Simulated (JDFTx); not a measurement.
Geometry relaxation of Ti (part 2 of 2)

Continued. System: Ti (1 atom in the cell). Method: Kohn-Sham DFT of a periodic cell, r2SCAN, SG15-PBE-1.2, no spin polarisation (JDFTx 1.7.0 (patched build)); cutoff 1088.45 eV, 6×6×6 k-mesh, fermi-dirac of 0.05 eV. The structure derives from an entry of the Crystallography Open Database.

Geometry of the input (Å; fractional positions):
```
0.0000  2.0300  2.0300
2.0300  0.0000  2.0300
2.0300  2.0300  0.0000
Ti 0.0000  0.0000  0.0000
```

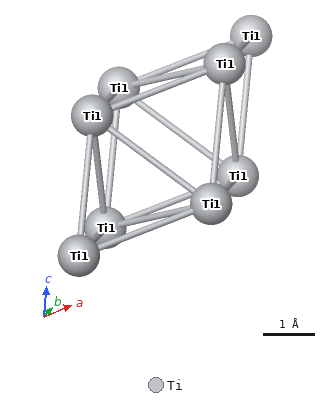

*The geometry at step 3 of the log (ball-and-stick view of the cell of the calculation, seen slightly off an axis; atoms are numbered from 1 in the order of the input).*

**Output, continued**
```
-------- Electronic minimization -----------
Will mix electronic and kinetic density at each iteration.
	FillingsUpdate:  mu: +0.512673627  nElectrons: 12.000000
	FillingsUpdate:  mu: +0.482518266  nElectrons: 12.000000
SCF: Cycle:  0   F: -57.692624292222582   dF: -2.856e-03   |Residual|: 3.865e-01   |deigs|: 8.642e-04
	FillingsUpdate:  mu: +0.493339040  nElectrons: 12.000000
SCF: Cycle:  1   F: -57.697006515939769   dF: -4.382e-03   |Residual|: 9.833e-02   |deigs|: 2.029e-02
	FillingsUpdate:  mu: +0.495255329  nElectrons: 12.000000
SCF: Cycle:  2   F: -57.697164219224220   dF: -1.577e-04   |Residual|: 1.266e-02   |deigs|: 4.301e-03
	FillingsUpdate:  mu: +0.494700590  nElectrons: 12.000000
SCF: Cycle:  3   F: -57.697170103350736   dF: -5.884e-06   |Residual|: 3.407e-03   |deigs|: 7.155e-04
	FillingsUpdate:  mu: +0.494418297  nElectrons: 12.000000
SCF: Cycle:  4   F: -57.697171011943269   dF: -9.086e-07   |Residual|: 1.813e-03   |deigs|: 3.673e-04
	FillingsUpdate:  mu: +0.494500201  nElectrons: 12.000000
SCF: Cycle:  5   F: -57.697171178445849   dF: -1.665e-07   |Residual|: 6.610e-04   |deigs|: 1.227e-04
	FillingsUpdate:  mu: +0.494482837  nElectrons: 12.000000
SCF: Cycle:  6   F: -57.697171222558879   dF: -4.411e-08   |Residual|: 2.176e-04   |deigs|: 3.612e-05
	FillingsUpdate:  mu: +0.494482199  nElectrons: 12.000000
SCF: Cycle:  7   F: -57.697171238295937   dF: -1.574e-08   |Residual|: 6.561e-05   |deigs|: 4.678e-06
	FillingsUpdate:  mu: +0.494485752  nElectrons: 12.000000
SCF: Cycle:  8   F: -57.697171240789558   dF: -2.494e-09   |Residual|: 2.439e-05   |deigs|: 4.711e-06
	FillingsUpdate:  mu: +0.494486390  nElectrons: 12.000000
SCF: Cycle:  9   F: -57.697171242046544   dF: -1.257e-09   |Residual|: 1.474e-05   |deigs|: 7.145e-07
	FillingsUpdate:  mu: +0.494486640  nElectrons: 12.000000
SCF: Cycle: 10   F: -57.697171242188872   dF: -1.423e-10   |Residual|: 2.402e-05   |deigs|: 4.587e-07
	FillingsUpdate:  mu: +0.494485877  nElectrons: 12.000000
SCF: Cycle: 11   F: -57.697171242273420   dF: -8.455e-11   |Residual|: 1.921e-05   |deigs|: 1.315e-06
SCF: Converged (|Delta E|<1.000000e-09 for 2 iters).

Setting wave functions to eigenvectors of Hamiltonian
# Lattice vectors:
R =
[            0      3.88581      3.88581  ]
[      3.88581            0      3.88581  ]
[      3.88581      3.88581            0  ]
unit cell volume = 117.348

# Strain tensor in Cartesian coordinates:
[    0.0129465            0            0  ]
[            0    0.0129465            0  ]
[            0            0    0.0129465  ]

# Stress tensor in Cartesian coordinates [Eh/a0^3]:
[ -8.91031e-06            0            0  ]
[            0 -8.91031e-06            0  ]
[            0            0 -8.91031e-06  ]

# Ionic positions in lattice coordinates:
ion Ti   0.000000000000000   0.000000000000000   0.000000000000000 1

# Forces in Cartesian coordinates:
force Ti  -0.000000000000000   0.000000000000000  -0.000000000000000 1

# Energy components:
   Eewald =      -42.4763652103816582
       EH =       11.5365922103429082
     Eloc =      -35.9068565127823121
      Enl =       -5.4598714145462406
      Exc =       -7.1453583328593231
       KE =       21.7552597327675734
-------------------------------------
     Etot =      -57.6965995274590568
       TS =        0.0005717148143646
-------------------------------------
        F =      -57.6971712422734200

LatticeMinimize: Iter:   2  F: -57.697171242273420  |grad|_K:  3.747e-04  alpha:  1.000e+00  linmin: -1.000e+00

-------- Electronic minimization -----------
Will mix electronic and kinetic density at each iteration.
	FillingsUpdate:  mu: +0.494485877  nElectrons: 12.000000
	FillingsUpdate:  mu: +0.492568169  nElectrons: 12.000000
SCF: Cycle:  0   F: -57.697154128671727   dF: -1.292e-05   |Residual|: 2.494e-02   |deigs|: 3.650e-06
	FillingsUpdate:  mu: +0.493244044  nElectrons: 12.000000
SCF: Cycle:  1   F: -57.697171012635422   dF: -1.688e-05   |Residual|: 7.435e-03   |deigs|: 1.289e-03
	FillingsUpdate:  mu: +0.493399382  nElectrons: 12.000000
SCF: Cycle:  2   F: -57.697172197449568   dF: -1.185e-06   |Residual|: 6.713e-04   |deigs|: 3.414e-04
	FillingsUpdate:  mu: +0.493358392  nElectrons: 12.000000
SCF: Cycle:  3   F: -57.697172318147075   dF: -1.207e-07   |Residual|: 2.864e-04   |deigs|: 6.560e-05
	FillingsUpdate:  mu: +0.493335717  nElectrons: 12.000000
SCF: Cycle:  4   F: -57.697172346486603   dF: -2.834e-08   |Residual|: 9.202e-05   |deigs|: 3.218e-05
	FillingsUpdate:  mu: +0.493333768  nElectrons: 12.000000
SCF: Cycle:  5   F: -57.697172355764295   dF: -9.278e-09   |Residual|: 9.460e-05   |deigs|: 2.519e-06
	FillingsUpdate:  mu: +0.493330437  nElectrons: 12.000000
SCF: Cycle:  6   F: -57.697172357584861   dF: -1.821e-09   |Residual|: 2.823e-05   |deigs|: 6.158e-06
	FillingsUpdate:  mu: +0.493329010  nElectrons: 12.000000
SCF: Cycle:  7   F: -57.697172358055035   dF: -4.702e-10   |Residual|: 1.212e-05   |deigs|: 2.561e-06
	FillingsUpdate:  mu: +0.493329518  nElectrons: 12.000000
SCF: Cycle:  8   F: -57.697172358150624   dF: -9.559e-11   |Residual|: 1.506e-05   |deigs|: 9.715e-07
SCF: Converged (|Delta E|<1.000000e-09 for 2 iters).

Setting wave functions to eigenvectors of Hamiltonian
# Lattice vectors:
R =
[            0       3.8884       3.8884  ]
[       3.8884            0       3.8884  ]
[       3.8884       3.8884            0  ]
unit cell volume = 117.582

# Strain tensor in Cartesian coordinates:
[    0.0136217            0            0  ]
[            0    0.0136217            0  ]
[            0            0    0.0136217  ]

# Stress tensor in Cartesian coordinates [Eh/a0^3]:
[ -8.87154e-07            0            0  ]
[            0 -8.87154e-07            0  ]
[            0            0 -8.87154e-07  ]

# Ionic positions in lattice coordinates:
ion Ti   0.000000000000000   0.000000000000000   0.000000000000000 1

# Forces in Cartesian coordinates:
force Ti  -0.000000000000000  -0.000000000000000   0.000000000000000 1

# Energy components:
   Eewald =      -42.4480723273194585
       EH =       11.5495331252574474
     Eloc =      -35.9467543230855924
      Enl =       -5.4597040045929530
      Exc =       -7.1445539787072203
       KE =       21.7529512466344386
-------------------------------------
     Etot =      -57.6966002618133444
       TS =        0.0005720963372811
-------------------------------------
        F =      -57.6971723581506239

LatticeMinimize: Iter:   3  F: -57.697172358150624  |grad|_K:  3.738e-05  alpha:  1.000e+00  linmin: -1.000e+00

-------- Electronic minimization -----------
Will mix electronic and kinetic density at each iteration.
	FillingsUpdate:  mu: +0.493329518  nElectrons: 12.000000
	FillingsUpdate:  mu: +0.493140558  nElectrons: 12.000000
SCF: Cycle:  0   F: -57.697172171235323   dF: -1.063e-07   |Residual|: 2.364e-03   |deigs|: 9.175e-08
	FillingsUpdate:  mu: +0.493207605  nElectrons: 12.000000
SCF: Cycle:  1   F: -57.697172347276037   dF: -1.760e-07   |Residual|: 7.865e-04   |deigs|: 1.277e-04
	FillingsUpdate:  mu: +0.493226436  nElectrons: 12.000000
[... 2 further cycles ...]
SCF: Cycle:  4   F: -57.697172365627509   dF: -4.939e-10   |Residual|: 1.663e-05   |deigs|: 1.733e-06
	FillingsUpdate:  mu: +0.493215916  nElectrons: 12.000000
SCF: Cycle:  5   F: -57.697172365772033   dF: -1.445e-10   |Residual|: 6.091e-06   |deigs|: 1.418e-06
SCF: Converged (|Delta E|<1.000000e-09 for 2 iters).

Setting wave functions to eigenvectors of Hamiltonian
# Lattice vectors:
R =
[            0      3.88865      3.88865  ]
[      3.88865            0      3.88865  ]
[      3.88865      3.88865            0  ]
unit cell volume = 117.605

# Strain tensor in Cartesian coordinates:
[    0.0136879            0            0  ]
[            0    0.0136879            0  ]
[            0            0    0.0136879  ]

# Stress tensor in Cartesian coordinates [Eh/a0^3]:
[  8.82386e-09            0            0  ]
[            0  8.82386e-09            0  ]
[            0            0  8.82386e-09  ]

# Ionic positions in lattice coordinates:
ion Ti   0.000000000000000   0.000000000000000   0.000000000000000 1

# Forces in Cartesian coordinates:
force Ti   0.000000000000000  -0.000000000000000  -0.000000000000000 1

# Energy components:
   Eewald =      -42.4452990983786762
       EH =       11.5508187715748765
     Eloc =      -35.9506922339765467
      Enl =       -5.4596967981829581
      Exc =       -7.1444781232858583
       KE =       21.7527472521274987
-------------------------------------
     Etot =      -57.6966002301216818
       TS =        0.0005721356503525
-------------------------------------
        F =      -57.6971723657720332

LatticeMinimize: Iter:   4  F: -57.697172365772033  |grad|_K:  3.719e-07  alpha:  1.000e+00  linmin:  1.000e+00

-------- Electronic minimization -----------
Will mix electronic and kinetic density at each iteration.
	FillingsUpdate:  mu: +0.493215916  nElectrons: 12.000000
	FillingsUpdate:  mu: +0.493217341  nElectrons: 12.000000
SCF: Cycle:  0   F: -57.697172365760956   dF: -3.268e-12   |Residual|: 3.187e-06   |deigs|: 2.416e-08
	FillingsUpdate:  mu: +0.493217196  nElectrons: 12.000000
SCF: Cycle:  1   F: -57.697172365824876   dF: -6.392e-11   |Residual|: 2.430e-05   |deigs|: 2.651e-07
SCF: Converged (|Delta E|<1.000000e-09 for 2 iters).

Setting wave functions to eigenvectors of Hamiltonian
# Lattice vectors:
R =
[            0      3.88865      3.88865  ]
[      3.88865            0      3.88865  ]
[      3.88865      3.88865            0  ]
unit cell volume = 117.605

# Strain tensor in Cartesian coordinates:
[    0.0136874            0            0  ]
[            0    0.0136874            0  ]
[            0            0    0.0136874  ]

# Stress tensor in Cartesian coordinates [Eh/a0^3]:
[ -1.44896e-07            0            0  ]
[            0 -1.44896e-07            0  ]
[            0            0 -1.44896e-07  ]

# Ionic positions in lattice coordinates:
ion Ti   0.000000000000000   0.000000000000000   0.000000000000000 1

# Forces in Cartesian coordinates:
force Ti  -0.000000000000000   0.000000000000000   0.000000000000000 1

# Energy components:
   Eewald =      -42.4453228158401785
       EH =       11.5507794000366264
     Eloc =      -35.9506120815896537
      Enl =       -5.4596825278666046
      Exc =       -7.1444739196526283
       KE =       21.7527117131069154
-------------------------------------
     Etot =      -57.6966002318055189
       TS =        0.0005721340193563
-------------------------------------
        F =      -57.6971723658248763

LatticeMinimize: Iter:   5  F: -57.697172365824876  |grad|_K:  6.107e-06  alpha:  1.000e+00  linmin:  1.000e+00
LatticeMinimize: Converged (|Delta F|<1.000000e-06 for 2 iters).

Dumping 'run.eigStats' ...
	eMin: -1.695502 at state 0 ( [ +0.000000 +0.000000 +0.000000 ] spin 0 )
	HOMO: +0.491435 at state 8 ( [ +0.000000 +0.166667 -0.166667 ] spin 0 )
	mu  : +0.493217
	LUMO: +0.497140 at state 11 ( [ +0.000000 +0.333333 -0.333333 ] spin 0 )
	eMax: +1.107526 at state 4 ( [ +0.000000 +0.166667 +0.166667 ] spin 0 )
	HOMO-LUMO gap: +0.005704
	Optical gap  : +0.029953 at state 7 ( [ +0.000000 +0.166667 -0.333333 ] spin 0 )
Done!
```

**Trajectory as extended XYZ (Å, eV, eV/Å), 6 frames, from step=0 to step=5**
```
1
Lattice="0.0000 2.0300 2.0300 2.0300 0.0000 2.0300 2.0300 2.0300 0.0000" Properties=species:S:1:pos:R:3:forces:R:3 step=0 energy=-1570.00915
Ti    0.0000    0.0000    0.0000    0.0000   0.0000   0.0000
1
Lattice="0.0000 2.0352 2.0352 2.0352 0.0000 2.0352 2.0352 2.0352 0.0000" Properties=species:S:1:pos:R:3:forces:R:3 step=1 energy=-1570.01287
Ti    0.0000    0.0000    0.0000    0.0000   0.0000   0.0000
1
Lattice="0.0000 2.0563 2.0563 2.0563 0.0000 2.0563 2.0563 2.0563 0.0000" Properties=species:S:1:pos:R:3:forces:R:3 step=2 energy=-1570.02001
Ti    0.0000    0.0000    0.0000    0.0000   0.0000   0.0000
1
Lattice="0.0000 2.0577 2.0577 2.0577 0.0000 2.0577 2.0577 2.0577 0.0000" Properties=species:S:1:pos:R:3:forces:R:3 step=3 energy=-1570.02004
Ti    0.0000    0.0000    0.0000    0.0000   0.0000   0.0000
1
Lattice="0.0000 2.0578 2.0578 2.0578 0.0000 2.0578 2.0578 2.0578 0.0000" Properties=species:S:1:pos:R:3:forces:R:3 step=4 energy=-1570.02004
Ti    0.0000    0.0000    0.0000    0.0000   0.0000   0.0000
1
Lattice="0.0000 2.0578 2.0578 2.0578 0.0000 2.0578 2.0578 2.0578 0.0000" Properties=species:S:1:pos:R:3:forces:R:3 step=5 energy=-1570.02004
Ti    0.0000    0.0000    0.0000    0.0000   0.0000   0.0000
```

**Key numbers**

| quantity | value |
| --- | --- |
| outcome | converged |
| space group (tolerance 0.01 Å) | Fm-3m (225) |
| electrons treated | 12 |
| free energy | −1570.0200 eV |
| Fermi energy | 13.421 eV |
| gap on the k-point mesh | none (metallic) |
| pressure | 0.00 GPa |
| final volume | 17.43 Å³ |
| largest force (length of the vector) at the end | under 0.001 eV/Å |
| final cell | a = 2.910 Å, b = 2.910 Å, c = 2.910 Å, α = 60.00°, β = 60.00°, γ = 60.00° |
| hardware | 1 thread of Arm Neoverse V1, 24 GiB of memory available, shared host |
| wall time | 91 s |
| peak memory | 0.05 GiB |

**Notes**

Points of doubt noted for this run: coarse mesh; metagga forces on grid.
